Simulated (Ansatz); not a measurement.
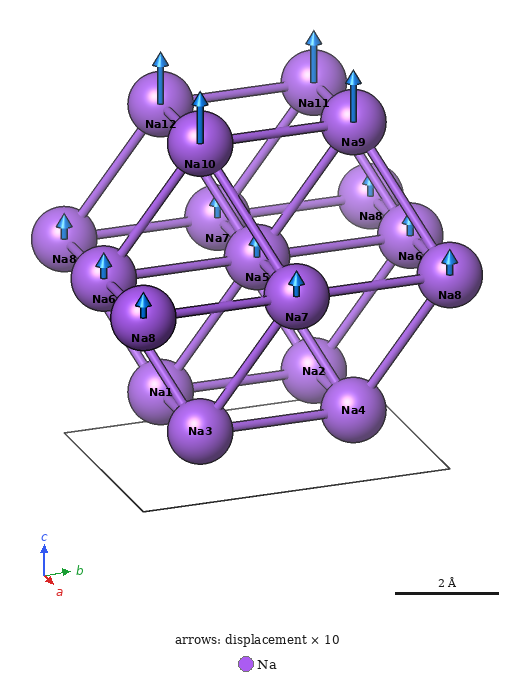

A constrained relaxation of a slab of composition Na (cut from the Im-3m phase). The starting structure is drawn; blue arrows show the displacements, magnified 10 times.

Style: ball-and-stick. Shown: the cell of the calculation, outlined in the plane, without the vacuum, slightly off an axis.

Case: clean slab, lower planes held. The slab is the (1 1 0) face of Na. 4 atoms are held fixed.

Theory: DFT PBE+D3(BJ), scalar-relativistic, plane waves, PAW in Ansatz 0.2.0.

Input file:
```yaml
crystal:
  lattice:
    - [7.0632143068, 0.0, 0.0]
    - [-2.3544047689, 6.6592623111, 0.0]
    - [0.0, 0.0, 21.7670903319]
  atoms:
    - { symbol: Na, position: [0.25, 0.25, 0.3675273028] }
    - { symbol: Na, position: [0.25, 0.75, 0.3675273028] }
    - { symbol: Na, position: [0.75, 0.25, 0.3675273028] }
    - { symbol: Na, position: [0.75, 0.75, 0.3675273028] }
    - { symbol: Na, position: [0.5, 0.5, 0.5] }
    - { symbol: Na, position: [0.5, 0.0, 0.5] }
    - { symbol: Na, position: [0.0, 0.5, 0.5] }
    - { symbol: Na, position: [0.0, 0.0, 0.5] }
    - { symbol: Na, position: [0.75, 0.75, 0.6324726972] }
    - { symbol: Na, position: [0.75, 0.25, 0.6324726972] }
    - { symbol: Na, position: [0.25, 0.75, 0.6324726972] }
    - { symbol: Na, position: [0.25, 0.25, 0.6324726972] }
basis:
  ecutwfc: 420
kpoints:
  mp_grid: { grid: [3, 3, 1] }
hamiltonian:
  xc: pbe
  dispersion: d3bj
scf:
  occupations: { method: gaussian, width: 0.1 }
output:
  forces: true
  eigenvalues: true
  write_density: true
  write_potential: true
  elf: true
  volumetric_format: npy
relax:
  adjacent_minimum: "off"
  f_tol: 0.03
  max_steps: 70
  constraints: [{ sites: [0, 1, 2, 3] }]
efield:
  axis: 3
  dipole_correction: true
  ramp_width: 0.04
```

Run as
```bash
ansatz run input.yaml --threads 4 --pin off --max-ram 10240MiB --backend cpu --events-out ev --progress --plain --runs-dir out
```

> What did the optimiser do to the structure, and how much energy did it gain?

The largest moves, 0.11 Å, are those of Na9, Na10, Na11 and Na12. Na10 goes along the normal (+c). The lattice vectors keep their values. Among the contacts that change: Na1–Na5 3.532 → 3.575 Å. The energy falls by 6.6 meV per cell of the calculation in 2 geometry steps. The largest force component goes from 0.03 to 0.00094 eV/Å. Cost: 22 s on 4 threads of Arm Neoverse V1, with other jobs on the host, peak memory 1.4 GiB.
